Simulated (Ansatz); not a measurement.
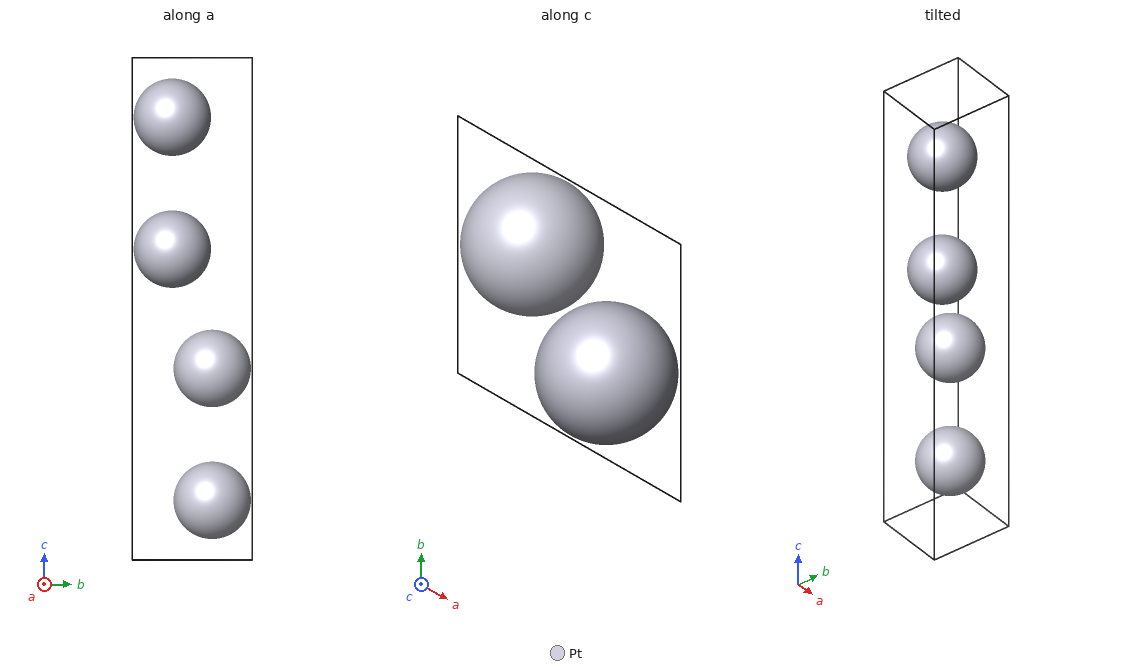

Figure: spheres-only view along the a axis, along the c axis and slightly off an axis. The frame is the conventional unit cell; atoms at its boundary are shown with their periodic copies.

Edges and angles: a = 2.708 Å, b = 2.708 Å, c = 9.838 Å, α = 90.00°, β = 90.00°, γ = 120.00°.

How many atoms does the cell contain?

4 (platinum), counting shared atoms by their share.

What space-group symmetry does the structure have?

P6_3/mmc (No. 194), with Pt on 4f.

The cell started as a textbook structure type filled with this element (whether it is the usual form wasn't checked). A relaxation with DFT PBEsol, scalar-relativistic, plane waves, PAW (Ansatz) gave the geometry drawn.
